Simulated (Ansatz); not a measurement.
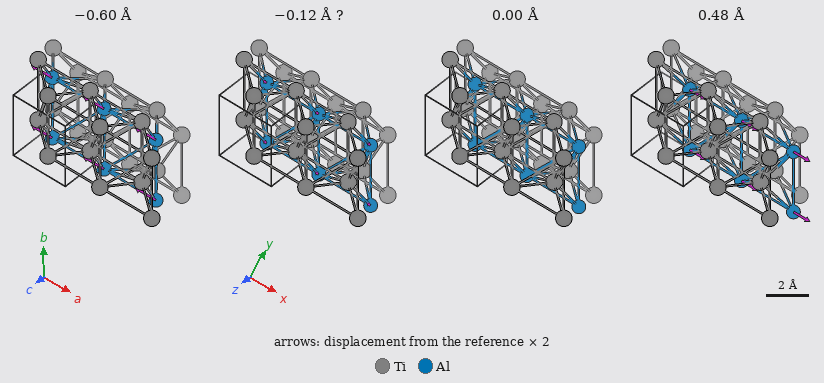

Solid Ti3Al (P-6m2): the Al atom (one in each cell of 4 atoms) is moved along Cartesian [1 0 0], all else fixed. The picture is a ball-and-stick view of the cell of the calculation, repeated 3 × 2 × 1 with one cell outlined, seen along the c axis, with a slight tilt. Purple arrows: displacements from the reference.

Theory: DFT PBEsol, scalar-relativistic, plane waves, PAW (Ansatz). Settings: plane-wave cutoff 420 eV; k-point mesh 18 × 18 × 6; occupations gaussian; smearing width 0.15 eV; no spin polarisation. Energies (free energies at the smearing named) are counted from the relaxed crystal.

```
displacement (Å)  energy change (meV/cell)
           −0.60                       348
           −0.36                       135
           −0.12                         ?
            0.00                         0
            0.24                        61
            0.48                       232
```

One row is withheld. What is its energy?

A straight line between the two neighbours gives 45 meV/cell. A cubic through the four nearest rows (−0.60, −0.36, 0.00, 0.24) gives, with Lagrange weights, (−0.0857)(348) + (0.4000)(135) + (0.8000)(0) + (−0.1143)(61) = 17 meV/cell. The calculation gives 16 meV/cell, so the cubic is 1 meV/cell too high and the straight line 29 meV/cell too high, as the curve bends upwards here.

The whole profile:

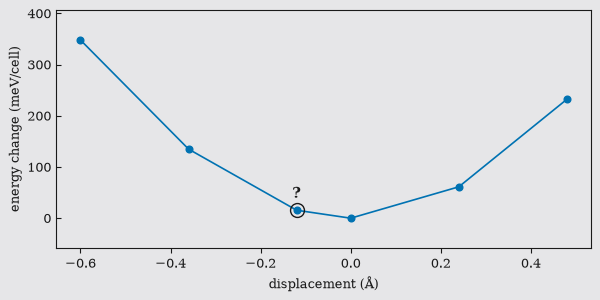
